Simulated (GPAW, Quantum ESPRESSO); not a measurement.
# BN (P6_3/mmc): the B K absorption edge, part 5 of 6

Do two independent programs agree on the B K edge of BN (P6_3/mmc)? The same cell and functional are run with XSpectra and with GPAW.

Quantum ESPRESSO 7.5 and GPAW 26.7.0; core-hole supercells, plane-wave PAW PBE.

So far. Step 12 (The field without a hole (GPAW)): The mesh shows a gap of 4.32 eV, so the hole is first treated in a charged cell, without the excited electron. Step 13 (Spectrum without a core hole, B atom 3 (GPAW)): Main maxima below 24 eV (height): 0.9 eV (1.48), 7.5 eV (1.77), 11.2 eV (1.32), 16.4 eV (1.21) and 23.5 eV (1.73).

The database entry behind the starting cell differs from later determinations by our own check (about 0.3 % short, minor phase), so it need not match the best structure at ambient conditions.

### Step 15. Spectrum with FCH, B atom 3 (GPAW)

Level of this step: X-ray absorption from dipole matrix elements to empty bands, plane-wave PAW PBE (GPAW).

The holes are 6.6 Å apart. The excited electron is left out and a uniform background balances the charge. After the field has converged, empty bands are computed with the density fixed and the dipole matrix elements are summed.

Contents of xas.py:

```python
import numpy as np
from ase import Atoms
from ase.parallel import parprint, paropen
from gpaw import GPAW, PW, FermiDirac, Mixer, MixerDif, setup_paths
from gpaw.test import gen
setup_paths.insert(0, '.')
gen('B', name='fch1s', xcname='PBE', corehole=(1, 0, 1), write_xml=True)
from gpaw.mpi import world
world.barrier()

atoms = Atoms('N14B14',
    cell=[[6.2456, 2.1635393, 0],
     [-4.99648, 4.32707861, 0],
     [0, 0, 6.6357]],
    scaled_positions=[[0.23809524, 0.04761905, 0.25],
     [0.38095238, 0.47619048, 0.25],
     [0.52380952, 0.9047619, 0.25],
     [0.66666667, 0.33333333, 0.25],
     [0.80952381, 0.76190476, 0.25],
     [0.95238095, 0.19047619, 0.25],
     [0.0952381, 0.61904762, 0.25],
     [0.19047619, 0.23809524, 0.75],
     [0.33333333, 0.66666667, 0.75],
     [0.47619048, 0.0952381, 0.75],
     [0.61904762, 0.52380952, 0.75],
     [0.76190476, 0.95238095, 0.75],
     [0.9047619, 0.38095238, 0.75],
     [0.04761905, 0.80952381, 0.75],
     [0.23809524, 0.04761905, 0.75],
     [0.38095238, 0.47619048, 0.75],
     [0.52380952, 0.9047619, 0.75],
     [0.66666667, 0.33333333, 0.75],
     [0.80952381, 0.76190476, 0.75],
     [0.95238095, 0.19047619, 0.75],
     [0.0952381, 0.61904762, 0.75],
     [0.19047619, 0.23809524, 0.25],
     [0.33333333, 0.66666667, 0.25],
     [0.47619048, 0.0952381, 0.25],
     [0.61904762, 0.52380952, 0.25],
     [0.76190476, 0.95238095, 0.25],
     [0.9047619, 0.38095238, 0.25],
     [0.04761905, 0.80952381, 0.25]],
    pbc=True)
atoms.calc = calc = GPAW(legacy_gpaw=True, mode=PW(500, force_complex_dtype=True), xc='PBE', setups={14: 'fch1s'},
    kpts={'size': (3, 3, 3), 'gamma': True}, occupations=FermiDirac(0.02),
    charge=0, mixer=Mixer(0.1, 5, 50), maxiter=150,
    convergence={'density': 0.0001, 'eigenstates': 1e-6}, txt='scf.txt')
energy = atoms.get_potential_energy() + calc.get_reference_energy()
ef = calc.get_fermi_level()
out = dict(energy=energy, fermi=ef, forces=atoms.get_forces().tolist())
parprint(f'all-electron energy {energy:.4f} eV, Fermi level {ef:.4f} eV')
ev = np.array([[calc.get_eigenvalues(k, s) for k in range(len(calc.get_ibz_k_points()))] for s in range(calc.get_number_of_spins())])
out['homo'], out['lumo'], out['counts'] = ev[ev < ef].max(), ev[ev > ef].min(), sorted(set((ev < ef).sum((0, 2)).tolist()))
out['filled'] = (ev[:, 0] < ef).sum(1).tolist()

from ase.units import Ha
from gpaw.xas import dipole_matrix_elements
nb = int(calc.get_number_of_electrons() / 2) + 152
top, nb = nb, nb + 8 + nb // 12
nscf = calc.fixed_density(kpts={'size': (4, 4, 4), 'gamma': True}, nbands=nb,
    convergence={'bands': top, 'eigenstates': 5e-3}, maxiter=60, txt='nscf.txt')
cell = atoms.cell.array
ops = [cell.T @ U.T @ np.linalg.inv(cell.T) for U in nscf.wfs.kd.symmetry.op_scc]
filled = [56]  # bands filled in the ground state, by spin
E = np.arange(-6, 34, 0.1)
fwhm = np.interp(E, [4, 25], [0.9, 3.5])
Y, X, zero, highest = 0, 0, 1e9, 1e9
for spin in range(nscf.get_number_of_spins()):
    wfs = nscf.wfs
    mine = wfs.bd.get_slice()  # this rank's bands
    A = dipole_matrix_elements(wfs.setups[14])
    eps = np.zeros((wfs.kd.nibzkpts, nb))
    d = np.zeros((3, A.shape[1], wfs.kd.nibzkpts, nb), complex)
    for kpt in wfs.kpt_u:
        if kpt.s == spin and 14 in kpt.P_ani:
            eps[kpt.k, mine] = kpt.eps_n * Ha
            d[:, :, kpt.k, mine] = (kpt.weight * wfs.nspins / 2) ** 0.5 * np.inner(A, kpt.P_ani[14])
    world.sum(eps)
    world.sum(d)
    T = np.einsum('amkn,bmkn->abkn', d, d.conj()).real
    T = sum(np.einsum('ai,ijkn,bj->abkn', R, T, R) for R in ops) / len(ops)
    empty = np.ones_like(eps, bool) & (np.arange(nb) >= filled[spin])
    zero, highest = min(zero, eps[empty].min()), min(highest, eps[:, top - 1].min())
    lines = [(eps, T, empty)] if spin == 0 else lines + [(eps, T, empty)]
for eps, T, empty in lines:
    f = np.einsum('aakn->akn', T).reshape(3, -1)
    x = eps.ravel() - zero
    w = np.interp(x, E, fwhm) / 2.35482
    g = np.exp(-0.5 * ((E[:, None] - x) / w) ** 2) / (w * (2 * np.pi) ** 0.5)
    Y = Y + (f * empty.ravel()) @ g.T
    X = X + (f * ~empty.ravel()) @ g.T
out.update(E=E.round(2).tolist(), xas=Y.tolist(), xes=X.tolist(), zero=zero, valid=highest - zero, nk=len(eps), nb=nb)
for i in range(0, len(E), 10):
    parprint(f'{E[i]:7.2f}', *(f'{v:10.3e}' for v in Y[:, i]))
import json
with paropen('out.json', 'w') as f:
    json.dump(out, f)
```

Started as:

```bash
$ OMP_NUM_THREADS=1 mpirun -n 4 gpaw python xas.py
```

Numbers of over 12 decimals in the logs are rounded to 6 here.

Log:

```text
Input parameters:
  convergence: {density: 0.0001,
                eigenstates: 1e-06}
  kpts: {gamma: True,
         size: (3, 3, 3)}
  maxiter: 150
  mixer: {backend: pulay,
          beta: 0.1,
          method: separate,
          nmaxold: 5,
          weight: 50}
  mode: {ecut: 500.0,
         force_complex_dtype: True,
         name: pw}
  occupations: {fixmagmom: False,
                name: fermi-dirac,
                width: 0.02}
  setups: {14: fch1s}
  xc: PBE

Initialize ...

[... PAW data sets ...]

Reference energy: -29909.880663  # eV

Spin-paired calculation

[... convergence settings ...]
Symmetries present (total): 1
  [... symmetry matrices ...]

27 k-points: 3 x 3 x 3 Monkhorst-Pack grid
14 k-points in the irreducible part of the Brillouin zone
       k-points in crystal coordinates                weights
   0:     0.00000000    0.00000000    0.00000000          1/27
   1:     0.00000000    0.00000000    0.33333333          2/27
   2:     0.00000000    0.33333333   -0.33333333          2/27
   3:     0.00000000    0.33333333    0.00000000          2/27
   4:     0.00000000    0.33333333    0.33333333          2/27
   5:     0.33333333   -0.33333333   -0.33333333          2/27
   6:     0.33333333   -0.33333333    0.00000000          2/27
   7:     0.33333333   -0.33333333    0.33333333          2/27
   8:     0.33333333    0.00000000   -0.33333333          2/27
   9:     0.33333333    0.00000000    0.00000000          2/27
          ...
  13:     0.33333333    0.33333333    0.33333333          2/27

Wave functions: Plane wave expansion
  Cutoff energy: 500.000 eV
  Number of coefficients (min, max): 6265, 6390
  Pulay-stress correction: 0.000000 eV/Ang^3 (de/decut=0.000000)
  Using FFTW library
  Wavefunction extrapolation:
    Improved wavefunction reuse through dual PAW basis

Occupation numbers: Fermi-Dirac:
  width: 0.0200  # eV

Eigensolver
   Davidson(niter=2)

Densities:
  Coarse grid: 35*35*35 grid
  Fine grid: 70*70*70 grid
  Total Charge: 1.000000

Density mixing:
  Method: separate
  Backend: pulay
  Linear mixing parameter: 0.1
  old densities: 5
  Width of damping distribution: 1.1
  Damping of long wavelength oscillations: 50

[... Hamiltonian set-up ...]
Number of atoms: 28
Number of atomic orbitals: 112
Number of bands in calculation: 72
Number of valence electrons: 112
Bands to converge: occupied

... initialized

Initializing position-dependent things.

Density initialized from atomic densities
Creating initial wave functions:
  72 bands from LCAO basis set

                B   N B
         N     N     N     N
            B     B     B     B
                 N B   N
                N   B N
         B     B     B     B
            N     N     N     N
                 B N   B

Atomic positions and initial magnetic moments

Positions:
   0 N      1.249120    0.721180    1.658925    ( 0.0000,  0.0000,  0.0000)
   1 N     -0.000000    2.884719    1.658925    ( 0.0000,  0.0000,  0.0000)
   2 N     -1.249120    5.048258    1.658925    ( 0.0000,  0.0000,  0.0000)
   3 N      2.498240    2.884719    1.658925    ( 0.0000,  0.0000,  0.0000)
   4 N      1.249120    5.048258    1.658925    ( 0.0000,  0.0000,  0.0000)
   5 N      4.996480    2.884719    1.658925    ( 0.0000,  0.0000,  0.0000)
   6 N     -2.498240    2.884719    1.658925    ( 0.0000,  0.0000,  0.0000)
[...]
25 B     -0.000000    5.769438    1.658925    ( 0.0000,  0.0000,  0.0000)
  26 B      3.747360    3.605899    1.658925    ( 0.0000,  0.0000,  0.0000)
  27 B     -3.747360    3.605899    1.658925    ( 0.0000,  0.0000,  0.0000)

Unit cell:
           periodic     x           y           z      points  spacing
  1. axis:    yes    6.245600    2.163539    0.000000    35     0.1635
  2. axis:    yes   -4.996480    4.327079    0.000000    35     0.1635
  3. axis:    yes    0.000000    0.000000    6.635700    35     0.1896

  Lengths:   6.609722   6.609722   6.635700
  Angles:   90.000000  90.000000 120.000000

Effective grid spacing dv^(1/3) = 0.1802

iter:   1  -275.552729
iter:   2  -268.451582   -0.77  -0.70
iter:   3  -256.882038   -0.43  -0.78
iter:   4  -256.423095   -1.94  -1.17
iter:   5  -256.238055   -1.69  -1.29
iter:   6  -256.135632   -1.92  -1.79
iter:   7  -256.038717   -2.75  -1.90
iter:   8  -256.047905   -3.21  -2.22
iter:   9  -256.047062c  -2.76  -2.24
iter:  10  -256.033635c  -3.54  -2.35
iter:  11  -256.033712c  -4.53  -3.20
iter:  12  -256.033697c  -5.06  -3.37
iter:  13  -256.033654c  -5.28  -3.36
iter:  14  -256.033645c  -6.86c -3.72
iter:  15  -256.033637c  -6.12c -3.85
iter:  16  -256.033640c  -6.54c -4.04c

Converged after 16 iterations.

Dipole moment: (0.747544, -1.024044, 1.184893) |e|*Ang

Energy contributions relative to reference atoms: (reference = -29909.880663)

Kinetic:       +182.645341
Potential:     -199.089580
External:        +0.000000
XC:            -238.674951
Entropy (-ST):   -0.000000
Local:           -0.914451
SIC:             +0.000000
--------------------------
Free energy:   -256.033640
Extrapolated:  -256.033640

Showing only first 2 kpts
 Kpt  Band  Eigenvalues  Occupancy
  0    54      3.53946    2.00000
  0    55      3.53958    2.00000
  0    56      7.24349    0.00000
  0    57      9.44152    0.00000

  1    54      3.51115    2.00000
  1    55      3.51126    2.00000
  1    56      7.24289    0.00000
[...]
Fermi level: 5.36176

Gap: 1.594 eV
Transition (v -> c):
  (s=0, k=13, n=55, [0.33, 0.33, 0.33]) -> (s=0, k=13, n=56, [0.33, 0.33, 0.33])
No difference between direct/indirect transitions

Forces in eV/Ang:
  0 N    -0.00139    0.00005    0.03475
  1 N    -0.01244   -0.02602    0.04170
  2 N    -0.01844    0.02265    0.04170
  3 N    -0.00625   -0.02165    0.04171
  4 N     0.02670    0.00350    0.04170
  5 N     0.01983    0.00668    0.04171
  6 N    -0.01775    0.01510    0.04171
[...]
25 B    -0.01438   -0.00520   -0.00073
 26 B    -0.00021    0.00004   -0.00075
 27 B    -0.00229   -0.04707   -0.00065
Scalar-relativistic atomic PBE calculation for B (Boron, Z=5)
Core hole in 1s state (1s occupation: 1.0)
300 radial gridpoints.
|------------------------------------------------|
|------------------------------------------------|
[... the atom generator's iteration count ...]

Energy contributions:
-------------------------
Kinetic:      +16.923827
XC:            -2.446370
Potential:    -31.470903
-------------------------
Total:        -16.993446

state      eigenvalue         ekin         rmax
-----------------------------------------------
1s^1.0 :    -8.619813    12.014061        0.202
2s^2.0 :    -0.872538     1.686908        1.272
2p^1.0 :    -0.649578     1.535951        1.118
-----------------------------------------------
(units: Bohr and Hartree)

Generating PAW setup
Kinetic energy of the core from tauc = 12.018096
Cutoffs:
rc(s)=1.200
rc(p)=1.200
rc(d)=1.200
rc(vbar)=1.080
rc(comp)=1.200
rc(nct)=1.200

Kinetic energy of the core states: 12.014061
Charge: 1.0
Core electrons: 1.0
Valence electrons: 3.0
Pseudo-core charge: 0.035742
Shape function alpha=6.944
Pseudo-electron charge 3.043936
state    eigenvalue         norm
--------------------------------
2s(2) :    -0.872538     1.031866
*s    :     0.127462
2p(1) :    -0.649578     0.944462
*p    :     0.350422
*d    :     0.000000
--------------------------------

Diagonalizing with gridspacing h=0.050

state   all-electron     PAW
-------------------------------
2s:      -0.872538    -0.873275
2p:      -0.649578    -0.650581
*d:                   -0.077574
*f:                   -0.014711
-------------------------------
all-electron energy -30165.9143 eV, Fermi level 5.3618 eV
[...]
31.00  5.307e-05  5.305e-05  4.169e-04
  32.00  6.156e-05  6.152e-05  4.058e-04
  33.00  7.367e-05  7.360e-05  3.524e-04
```

Run time: 6.6 min. Hardware: 4 MPI ranks of Arm Neoverse V1, shared host; peak memory 0.78 GiB; 26 min of CPU time.

The B K spectrum, B atom 3, full core hole (charged cell) (energy from the lowest empty level; intensity scaled to a mean of 1 over the first 20 eV; polarised curves are means over the symmetry-equivalent atoms):

```tsv
E (eV)	isotropic	ε ⊥ c	ε ∥ c
-2.0	0.00	0.00	0.00
-0.5	0.92	0.00	2.77
1.0	0.96	0.00	2.89
2.5	0.08	0.00	0.24
4.0	0.24	0.02	0.67
5.5	0.74	0.86	0.50
7.0	3.78	5.49	0.38
8.5	1.10	1.26	0.78
10.0	0.82	0.87	0.71
11.5	0.95	1.10	0.66
13.0	1.05	1.24	0.67
14.5	0.84	1.01	0.49
16.0	0.79	1.00	0.38
17.5	0.67	0.82	0.37
19.0	0.49	0.52	0.41
20.5	0.57	0.65	0.41
22.0	0.94	1.22	0.39
23.5	1.00	1.27	0.47
25.0	0.65	0.72	0.50
26.5	0.40	0.35	0.49
28.0	0.32	0.20	0.56
```

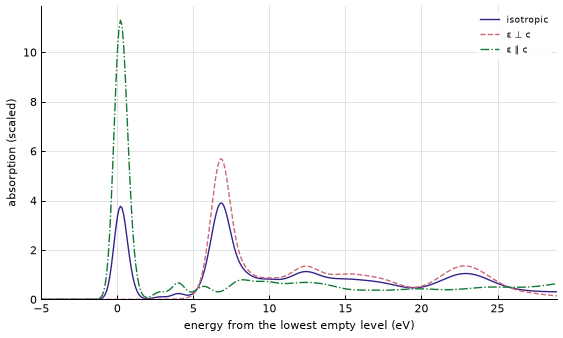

The B K edge, B atom 3, full core hole (charged cell): main maxima at 0.2, 6.8 and 12.4 eV.

Main maxima below 24 eV (height): 0.2 eV (3.77), 6.8 eV (3.90), 12.4 eV (1.13) and 22.9 eV (1.05). A K edge sees empty p states; at this planar three-fold site the curve for the electric vector normal to the plane peaks at 0.2 eV, where it is mainly π* that absorbs: that direction carries over 70 % of the weight there.

The hole costs E(hole) − E(ground) = 188.98 eV, and the lowest empty level of the hole cell on the spectrum's mesh lies at 6.32 eV, which puts the zero at 195.31 eV. With the free-atom term of -5.59 eV for this edge, the photon energy is 189.72 eV.

(Part 5 of 6 ends here.)

[Banner, clock and machine lines of the logs are left out without a mark of their own.]

[Logs are printed without paths, hosts, clocks, repeated set-up lines and the standing remarks that a program may print on its own settings, such as how far it seeks lower states.]

[Hosts, paths, dates, database ids (printed as entryN), source tags and the programs' standing remarks are cut or masked in the printed files.]

[Lists of maxima count a maximum above −3 eV only where it reaches 4 % of the highest in the window and stands out from its surroundings by 2 % of it (1.5 % where it reaches 55 %); shoulders and weaker maxima are passed over, and of the rest the first, up to two pre-edge ones and the few strongest are named.]
